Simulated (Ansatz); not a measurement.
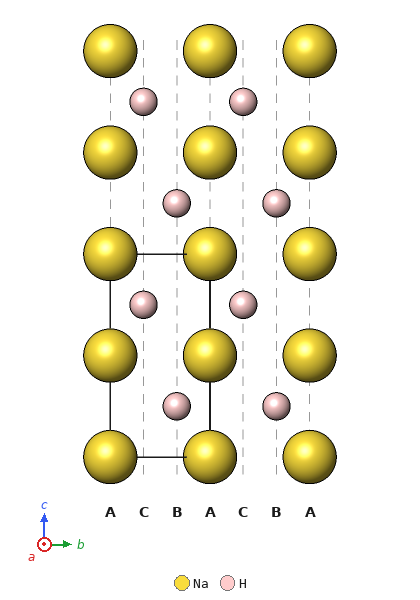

Projection along an edge of the hexagonal mesh, stacking direction c upwards. The dashed lines mark the three columns A (0, 0), B (1/3, 2/3) and C (2/3, 1/3). The sequence starts with the first layer at or above the cell's origin.

NaH (space group P6_3/mmc, No. 194): coordinates from a relaxation with Ansatz 0.2.0, DFT, PBEsol, plane waves, PAW; the starting structure was generated, so it need not be a known form of this composition.

> Read off the stacking sequence over one period.

Na(A) – H(B) – Na(A) – H(C) (four layers in 5.84 Å).

> How are the H layers alone stacked?

H layers alone: BC, the hexagonal close-packed type.

> Which positions between or in the H layers do the other atoms fill?

Na: two octahedral sites in each hexagonal cell.

Heights of the layers:

```tsv
layer	atoms (column)	height (Å)	to next (Å)
1	Na(A)	0.00	1.46
2	H(B)	1.46	1.46
3	Na(A)	2.92	1.46
4	H(C)	4.38	1.46
```
